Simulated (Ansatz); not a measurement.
# TiO2: one cell, many SCF starts, part 2 of 2

Is TiO2 magnetic at this level, in which order, and do all starts find it? Single-point runs from several starts follow. System: TiO$_{2}$, the deposited crystal structure (space group P4_2/mnm); the cell holds 6 atoms. Source: COD entry 9015662; the sample's temperature and pressure aren't taken into account.

Ansatz 0.2.0; DFT PBE, PAW, plane waves, scalar-relativistic.

### 6 Parallel moments scaled by 0.2, plain SCF

The input, input.yaml:

```yaml
crystal:
  lattice:
    - [4.5937, 0.0, 0.0]
    - [0.0, 4.5937, 0.0]
    - [0.0, 0.0, 2.9587]
  atoms:
    - { symbol: Ti, position: [0.0, 0.0, 0.0], spin: 0.2 }
    - { symbol: Ti, position: [0.5, 0.5, 0.5], spin: 0.2 }
    - { symbol: O, position: [0.30478, 0.30478, 0.0] }
    - { symbol: O, position: [0.19522, 0.80478, 0.5] }
    - { symbol: O, position: [0.69522, 0.69522, 0.0] }
    - { symbol: O, position: [0.80478, 0.19522, 0.5] }
magnetization:
  spin_polarized: true
hamiltonian:
  xc: pbe
  pseudopotentials: { kind: paw }
basis:
  ecutwfc: 420
kpoints:
  mp_grid: { grid: [5, 5, 7] }
scf:
  occupations: { method: fermi_dirac, width: 0.03 }
  lower_state_search: "off"
output:
  forces: true
  stress: true
```

The log of the run (excerpt; [...] marks lines left out):

```text
[... 22 lines as in an earlier run ...]
Starting moments: Σ|m| = 0.4 μB on 2 of 6 sites
[... 2 lines as in an earlier run ...]
SCF iter   1: F=—  HF=-7277.560775 eV  |F-HF|=—  |Δ(HF+E_count)|=         —  Δρ=3.43e-2 (↑3.43e-2 ↓3.40e-2)  dr2=2.60e0  dr2_m=4.73e-2  M=0.000 μB ∫|m|=0.090 μB  β_m=0.30  ethr=3.10e-3  ⟨swp⟩=6.1  Hψ=5926  notcnv=0
[...]
[... 1 line as in an earlier run ...]
[...]
spin-set hold released at iteration 8 (site moments contracting): the magnetisation degrees of freedom join the quasi-Newton model from the next iteration; the mixer history was flushed
[...]
SCF iter  14: F=-7277.281726 eV  HF=-7277.281726 eV  |F-HF|=4.43e-10  |Δ(HF+E_count)|=   8.67e-9  Δρ=6.68e-7 (↑5.72e-7 ↓6.68e-7)  dr2=1.25e-9  dr2_m=6.36e-12  M=0.000 μB ∫|m|=0.000 μB  ethr=2.66e-11  ⟨swp⟩=1.4  Hψ=3963  notcnv=0
WARN: the starting moments were not kept: the SCF closed with an absolute magnetisation of 2.9e-6 μB, where they sum to 0.4 μB in size (2 sites). That is at most 0.1 of that sum. Measured as dr2_m measures the in/out step, that magnetisation stands 1.4e-12 eV from none, at or under the [...]
SCF converged after 14 iterations
Magnetization: 0.0000 μB (24.0000 up, 24.0000 down)
Absolute magnetization: 0.0000 μB (∫|ρ↑−ρ↓|, with the PAW one-centre terms)
Spin contamination: 0.0000 ħ² per cell (⟨S²⟩ above its minimum at these occupations)
Per-site moments (μB) at R_I (Å): [(-4.78182200934669e-7, 0.8037838228265841), (-4.781822009481085e-7, 0.8037838228265841), (3.5692379514594166e-7, 0.8037838228265842), (3.5692379511742253e-7, 0.8037838228265841), (3.569237951184237e-7, 0.8037838228265841), (3.5692379506279823e-7, [...]
Free energy (F): -7277.281726 eV
[...]
E sigma→0 (E₀):  -7277.281726 eV
Fermi energy:    10.067657 eV
[... 28 lines left out: energy terms, forces, stress ...]
```

Wall time 4.8 s (2 threads of an Arm CPU, shared host); peak memory 0.36 GiB.

Nothing new: the 14 iterations lead to the state found in step 2 (non-magnetic).

### 7 Moments +- scaled by 1.4, plain SCF

input.yaml: that of step 6 with these lines changed.

```diff
@@ -6,4 +6,4 @@
   atoms:
-    - { symbol: Ti, position: [0.0, 0.0, 0.0], spin: 0.2 }
-    - { symbol: Ti, position: [0.5, 0.5, 0.5], spin: 0.2 }
+    - { symbol: Ti, position: [0.0, 0.0, 0.0], spin: 1.4 }
+    - { symbol: Ti, position: [0.5, 0.5, 0.5], spin: -1.4 }
     - { symbol: O, position: [0.30478, 0.30478, 0.0] }
```

The log of the run (excerpt; [...] marks lines left out):

```text
[... 22 lines as in an earlier run ...]
Starting moments: Σ|m| = 2.8 μB on 2 of 6 sites
Starting magnetic order: altermagnet, d-wave, planar spin-momentum locking; spin-degenerate planes through Γ normal to [0 1 0], [1 0 0] of the run's lattice
[... 2 lines as in an earlier run ...]
SCF iter   1: F=—  HF=-7276.873264 eV  |F-HF|=—  |Δ(HF+E_count)|=         —  Δρ=6.98e-2 (↑6.98e-2 ↓6.98e-2)  dr2=2.55e0  dr2_m=2.18e0  M=0.000 μB ∫|m|=0.521 μB  β_m=0.30  ethr=3.10e-3  ⟨swp⟩=6.0  Hψ=9051  notcnv=0
[...]
[... 1 line as in an earlier run ...]
[...]
spin-set hold released at iteration 8 (site moments contracting): the magnetisation degrees of freedom join the quasi-Newton model from the next iteration; the mixer history was flushed
[...]
SCF iter  16: F=-7277.281726 eV  HF=-7277.281726 eV  |F-HF|=2.63e-10  |Δ(HF+E_count)|=  3.27e-11  Δρ=3.82e-7 (↑3.82e-7 ↓3.70e-7)  dr2=4.16e-10  dr2_m=6.26e-13  M=0.000 μB ∫|m|=0.000 μB  ethr=6.67e-12  ⟨swp⟩=1.1  Hψ=5499  notcnv=0
WARN: the starting moments were not kept: the SCF closed with an absolute magnetisation of 4.9e-7 μB, where they sum to 2.8 μB in size (2 sites). That is at most 0.1 of that sum. Measured as dr2_m measures the in/out step, that magnetisation stands 4.0e-14 eV from none, at or under the [...]
SCF converged after 16 iterations
Magnetization: 0.0000 μB (24.0000 up, 24.0000 down)
Absolute magnetization: 0.0000 μB (∫|ρ↑−ρ↓|, with the PAW one-centre terms)
Spin contamination: 0.0000 ħ² per cell (⟨S²⟩ above its minimum at these occupations)
Per-site moments (μB) at R_I (Å): [(9.031069155160227e-8, 0.8037838228265841), (-8.14780772177368e-8, 0.8037838228265841), (-3.746943419052671e-8, 0.8037838228265842), (2.732778467878054e-8, 0.8037838228265841), (-3.7469434188477446e-8, 0.8037838228265841), (2.7327784680055703e-8, [...]
Free energy (F): -7277.281726 eV
[...]
E sigma→0 (E₀):  -7277.281726 eV
Fermi energy:    10.067668 eV
[... 28 lines left out: energy terms, forces, stress ...]
```

Wall time 8.1 s (2 threads of an Arm CPU, shared host); peak memory 0.4 GiB.

The run ends in the same state as step 2 (non-magnetic); it took 16 iterations.

### 8 A moment on one site alone, plain SCF

input.yaml: that of step 7 with these lines changed.

```diff
@@ -6,4 +6,4 @@
   atoms:
-    - { symbol: Ti, position: [0.0, 0.0, 0.0], spin: 1.4 }
-    - { symbol: Ti, position: [0.5, 0.5, 0.5], spin: -1.4 }
+    - { symbol: Ti, position: [0.0, 0.0, 0.0], spin: 1.0 }
+    - { symbol: Ti, position: [0.5, 0.5, 0.5] }
     - { symbol: O, position: [0.30478, 0.30478, 0.0] }
```

The log of the run (excerpt; [...] marks lines left out):

```text
[... 14 lines as in an earlier run ...]
Magnetic group: BNS 65.481 (UNI 579), of the structure as read, at distance tolerance 4.0e-5 Å
[... 7 lines as in an earlier run ...]
Starting moments: Σ|m| = 1 μB on 1 of 6 sites
[... 2 lines as in an earlier run ...]
SCF iter   1: F=—  HF=-7277.392492 eV  |F-HF|=—  |Δ(HF+E_count)|=         —  Δρ=4.59e-2 (↑4.59e-2 ↓4.54e-2)  dr2=2.59e0  dr2_m=5.74e-1  M=0.000 μB ∫|m|=0.254 μB  β_m=0.30  ethr=3.10e-3  ⟨swp⟩=6.1  Hψ=8918  notcnv=0
[...]
[... 1 line as in an earlier run ...]
[...]
spin-set hold released at iteration 8 (site moments contracting): the magnetisation degrees of freedom join the quasi-Newton model from the next iteration; the mixer history was flushed
[...]
SCF iter  16: F=-7277.281726 eV  HF=-7277.281726 eV  |F-HF|=1.73e-11  |Δ(HF+E_count)|=  4.88e-10  Δρ=6.10e-7 (↑3.71e-7 ↓6.10e-7)  dr2=5.66e-10  dr2_m=2.98e-11  M=0.000 μB ∫|m|=0.000 μB  ethr=4.20e-12  ⟨swp⟩=1.0  Hψ=5701  notcnv=0
WARN: the starting moments were not kept: the SCF closed with an absolute magnetisation of 5.4e-6 μB, where they sum to 1 μB in size (1 site). That is at most 0.1 of that sum. Measured as dr2_m measures the in/out step, that magnetisation stands 7.3e-12 eV from none, at or under the [...]
SCF converged after 16 iterations
Magnetization: 0.0000 μB (24.0000 up, 24.0000 down)
Absolute magnetization: 0.0000 μB (∫|ρ↑−ρ↓|, with the PAW one-centre terms)
Spin contamination: 0.0000 ħ² per cell (⟨S²⟩ above its minimum at these occupations)
Per-site moments (μB) at R_I (Å): [(-5.905235166931875e-7, 0.8037838228265841), (1.6169903100580258e-7, 0.8037838228265841), (-3.994449537216717e-7, 0.8037838228265842), (1.0675787362963591e-6, 0.8037838228265841), (-3.9944495364300527e-7, 0.8037838228265841), (1.0675787362601119e-6, [...]
Free energy (F): -7277.281726 eV
[...]
E sigma→0 (E₀):  -7277.281726 eV
Fermi energy:    10.067667 eV
[... 28 lines left out: energy terms, forces, stress ...]
```

It took 8.2 s on 2 threads of an Arm CPU, shared host; peak memory 0.39 GiB.

This is the state of step 2 again (non-magnetic), after 16 iterations.

### 9 Parallel moments, spin not held back in the first iterations, no switch to direct minimisation

input.yaml: that of step 8 with these lines changed.

```diff
@@ -7,3 +7,3 @@
     - { symbol: Ti, position: [0.0, 0.0, 0.0], spin: 1.0 }
-    - { symbol: Ti, position: [0.5, 0.5, 0.5] }
+    - { symbol: Ti, position: [0.5, 0.5, 0.5], spin: 1.0 }
     - { symbol: O, position: [0.30478, 0.30478, 0.0] }
@@ -24,2 +24,4 @@
   lower_state_search: "off"
+  algorithm: density_mixing
+  mixing: { spin_hold: "off" }
 output:
```

The log of the run (excerpt; [...] marks lines left out):

```text
[... 22 lines as in an earlier run ...]
Starting moments: Σ|m| = 2 μB on 2 of 6 sites
[... 2 lines as in an earlier run ...]
SCF iter   1: F=—  HF=-7277.200426 eV  |F-HF|=—  |Δ(HF+E_count)|=         —  Δρ=5.65e-2 (↑5.65e-2 ↓5.57e-2)  dr2=2.58e0  dr2_m=1.18e0  M=0.000 μB ∫|m|=0.448 μB  β_m=0.30  ethr=3.10e-3  ⟨swp⟩=6.1  Hψ=5930  notcnv=0
[... 2 lines as in an earlier run ...]
[...]
SCF iter  10: F=-7277.281726 eV  HF=-7277.281726 eV  |F-HF|=2.85e-10  |Δ(HF+E_count)|=   2.68e-9  Δρ=5.05e-7 (↑5.05e-7 ↓3.99e-7)  dr2=4.66e-10  dr2_m=1.24e-11  M=0.000 μB ∫|m|=0.000 μB  ethr=1.23e-11  ⟨swp⟩=1.1  Hψ=4494  notcnv=0
WARN: the starting moments were not kept: the SCF closed with an absolute magnetisation of 3.9e-6 μB, where they sum to 2 μB in size (2 sites). That is at most 0.1 of that sum. Measured as dr2_m measures the in/out step, that magnetisation stands 2.9e-12 eV from none, at or under the [...]
SCF converged after 10 iterations
Magnetization: 0.0000 μB (24.0000 up, 24.0000 down)
Absolute magnetization: 0.0000 μB (∫|ρ↑−ρ↓|, with the PAW one-centre terms)
Spin contamination: 0.0000 ħ² per cell (⟨S²⟩ above its minimum at these occupations)
Per-site moments (μB) at R_I (Å): [(3.10170423464881e-7, 0.8037838228265841), (3.101704235217423e-7, 0.8037838228265841), (-4.744732912742268e-7, 0.8037838228265842), (-4.7447329128306794e-7, 0.8037838228265841), (-4.744732912129328e-7, 0.8037838228265841), (-4.744732912444188e-7, [...]
Free energy (F): -7277.281726 eV
[...]
E sigma→0 (E₀):  -7277.281726 eV
Fermi energy:    10.067675 eV
[... 28 lines left out: energy terms, forces, stress ...]
```

Run time: 4 s. Hardware: 2 threads of an Arm CPU, shared host; peak memory 0.36 GiB.

Nothing new: the 10 iterations lead to the state found in step 2 (non-magnetic).

### 10 The runs side by side

```
step  iterations  state  moments of Ti1 Ti2 (μB)  total (μB)  gap (eV)  pressure (GPa)  above lowest (meV/atom)
   2          14      1                0.00 0.00        0.00      1.89             5.1                      0.0
   3          15      1                0.00 0.00        0.00      1.89             5.1                      0.0
   4           6      1                0.00 0.00        0.00      1.89             5.1                      0.0
   5          12      1                0.00 0.00        0.00      1.89             5.1                      0.0
   6          14      1                0.00 0.00        0.00      1.89             5.1                      0.0
   7          16      1                0.00 0.00        0.00      1.89             5.1                      0.0
   8          16      1                0.00 0.00        0.00      1.89             5.1                      0.0
   9          10      1                0.00 0.00        0.00      1.89             5.1                      0.0
```

States are numbered from the lowest. Starts by step: 2 parallel moments, plain SCF; 3 opposed moments +-, plain SCF; 4 no spin polarisation; 5 spin on, no moments given (the program may seed its own), plain SCF; 6 parallel moments scaled by 0.2, plain SCF; 7 moments +- scaled by 1.4, plain SCF; 8 a moment on one site alone, plain SCF; 9 parallel moments, spin not held back in the first iterations, no switch to direct minimisation.

The 8 runs of this session took 42 s in all, from 1.4 s to 8.2 s each.

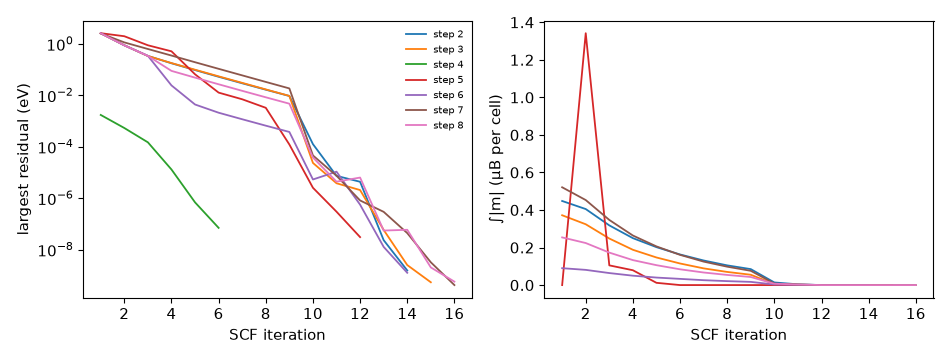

Residual and absolute moment along the iterations (7 of the 8 runs).

### 11 Results

The summary covers parts 1 to 2.

| quantity | value |
| --- | --- |
| distinct states | 1 from 8 converged runs |
| lowest state from plain starts | non-magnetic |
| total moment | 0.00 μB per cell |
| gap on the k-mesh | 1.89 eV |
| pressure | 5.1 GPa |
| largest force | 0.069 eV/Å |

In words: 8 runs converged, all to one state. Spin polarisation gains nothing here: every starting moment dies out. The search isn't exhaustive: larger magnetic cells and non-collinear orders weren't tried.

These are semilocal Kohn-Sham gaps, which aren't the measured quantity. Such gaps usually fall short of the measured ones.
